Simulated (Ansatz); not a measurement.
**Ca: densities and their changes**

Space group Cmcm. This isn't the usual form at ambient conditions. The cell comes from a database of computed structures, not from a measurement.

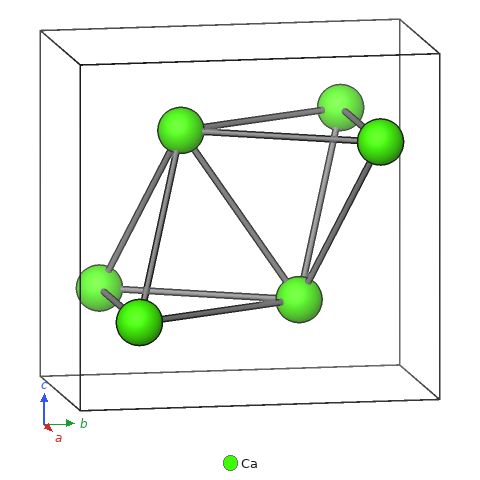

The conventional cell.

The calculation's input:

```
crystal:
  lattice:
    - [1.971275995, -3.39549018, 0.0]
    - [1.971275995, 3.39549018, 0.0]
    - [0.0, 0.0, 6.50911174]
  atoms:
    - { symbol: Ca, position: [0.8355866, 0.1644134, 0.25] }
    - { symbol: Ca, position: [0.1644134, 0.8355866, 0.75] }
basis:
  ecutwfc: 500
  fft_grid_basis: typed
kpoints:
  mp_grid: { grid: [10, 10, 6] }
hamiltonian:
  xc: pbe
  pseudopotentials: { kind: paw }
scf:
  occupations: { method: gaussian, width: 0.05 }
output:
  forces: true
  stress: true
  eigenvalues: true
  bader: true
  write_density: true
  volumetric_format: npy
  elf: true
```

Command:

```sh
ansatz run input.yaml --threads 1 --pin off --max-ram 2560MiB --backend cpu --events-out ev --progress --plain --runs-dir out
```

The picture shows the conventional cell (a = 3.94 Å, b = 6.79 Å, c = 6.51 Å, α = 90.00°, β = 90.00°, γ = 90.00°).

Computed with Ansatz 0.2.0, DFT PBE, scalar-relativistic, plane waves, PAW.

Core electrons are frozen (PAW), so the maps are meaningful between the atoms, not at the nuclei.

Part 1: Bonding charge

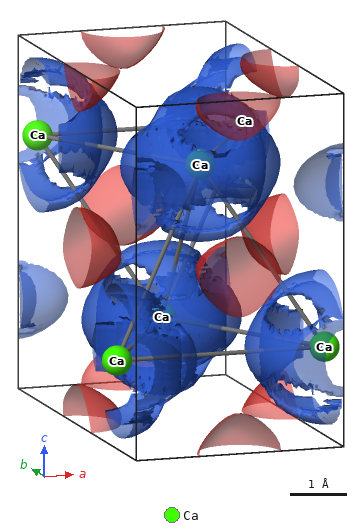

*Density of the crystal less the sum of free-atom densities: red surfaces at +0.008 and blue ones at −0.008 e/Å³, in the conventional cell seen slightly off an axis (the regions close to the nuclei are left out). Cores are masked to 1.0 Å (Ca).*

Q: What does the deformation density say about the bonding?

A: Over the whole cell, outside the masked cores, the largest gain, 0.012 e/Å³, lies 2.8 Å from a calcium nucleus, and the largest loss, 0.010 e/Å³, lies 1.3 Å from a calcium nucleus.
The rearranged charge, half the integral of |Δρ|, is about 0.11 e an atom.

Part 2: States by energy

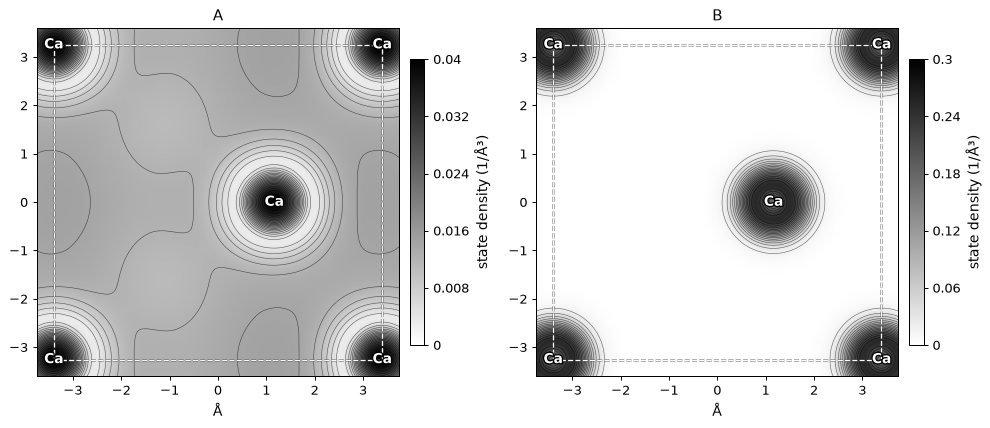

Ca: densities of the states in two energy windows, on the (100) plane of the conventional cell.

Q: The windows, about the Fermi level, are −23.26 to −23.07 eV and −2.7 to −1.4 eV. Which panel shows which?

A: Panel A: −2.7 to −1.4 eV, the middle third of the occupied valence band, mainly Ca 4s (over 95 %).
Panel B: −23.26 to −23.07 eV, a separate group of bands (semicore or deep states), mainly Ca 3p (over 95 %).
The characters are Löwdin shares on a minimal set of atomic orbitals.

Part 3: Change of volume

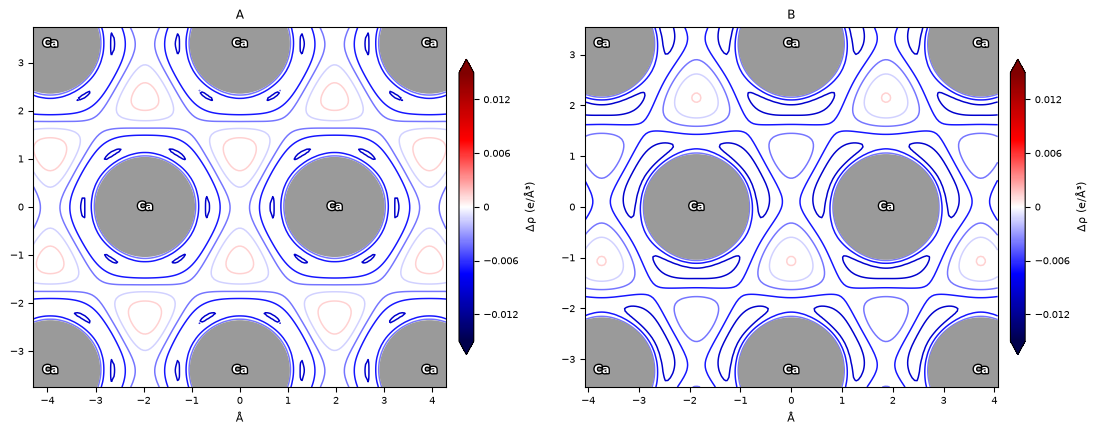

Ca: deformation density on the (001) plane of the conventional cell at two volumes, with the same fractional coordinates and one colour scale. Grey discs cover the cores.

Q: Which panel is the larger cell, by how much, and what changes?

A: A is the larger cell: B has 85 % of the volume of A.
- The pressure is −0.5 GPa in A and 2.9 GPa in B.
- The rearranged charge is 0.11 e an atom in A and 0.10 e in B.

Part 4: Moving an atom

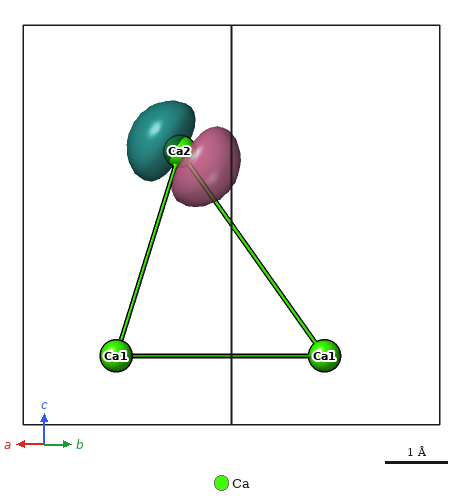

Ca: one atom of the 2-atom cell (and its periodic copies) was moved a little. Density after less density before, teal at +0.4 and pink at −0.4 e/Å³, seen along [110]; cell a = 3.93 Å, b = 3.93 Å, c = 6.51 Å, α = 90.00°, β = 90.00°, γ = 119.72°. The lobes lie largely inside the PAW sphere, where the density is a smoothed one.

Q: Which atom moved, and which way?

A: Ca2 moved towards the teal lobe, up and to the left in the picture. In the run the shift was 0.15 Å along [1 −2 1] in the axes of the cell drawn.

Q: What restoring force does the calculation give for this move?

A: The force on it changes by 0.09 eV/Å along the move, against it: a stiffness of about 0.63 eV/Å² for this sublattice shift.

Part 5: Putting it together

The two pressures give a mean stiffness −ΔP/Δln V of about 21 GPa over this range, with the atoms held at their fractional positions.
